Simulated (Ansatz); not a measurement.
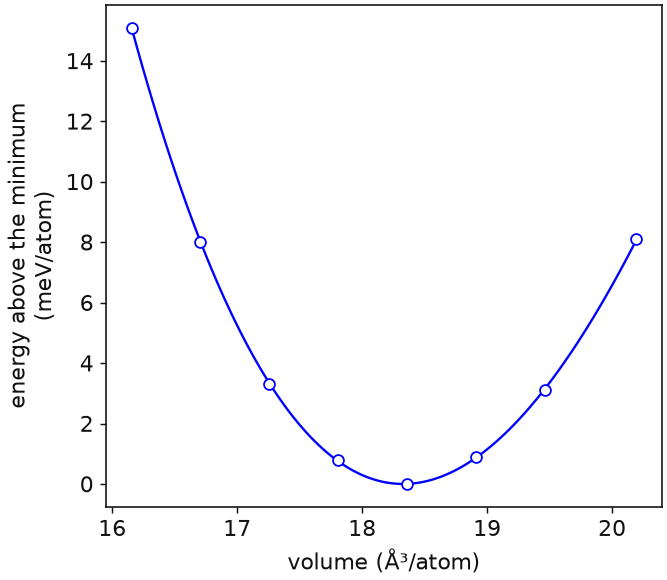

The figure shows the energy above the minimum against volume for Li, space group Im-3m (No. 229).

Starting cell:
```yaml
crystal:
  lattice:
    - [-1.66183, 1.66183, 1.66183]
    - [1.66183, -1.66183, 1.66183]
    - [1.66183, 1.66183, -1.66183]
  atoms:
    - { symbol: Li, position: [0.00000, 0.00000, 0.00000] }
```

Calculation (Ansatz 0.2.0): third-order Birch-Murnaghan fit to density functional energies at scaled volumes of the given relaxed cell, shape and atoms relaxed at each volume; energies count from the fitted minimum; plane waves with PAW datasets, Γ-centred k mesh. Level: PBE with D3(BJ), no spin polarisation.

```csv
setting,value
wave cutoff,420 eV
k mesh,18×18×18
occupations,Gaussian
smearing width,0.1 eV
```

From this curve and the settings, what does the calculation give for the pressure at the same points?

The pressure falls from 2.44 GPa at volume 16.155 Å³/atom to −1.29 GPa at 20.194 Å³/atom, and changes sign near 18.32 Å³/atom.

```csv
volume (Å³/atom),pressure (GPa)
16.155,2.44
16.706,1.69
17.256,1.04
17.807,0.47
18.358,-0.03
18.909,-0.46
19.459,-0.85
20.194,-1.29
```
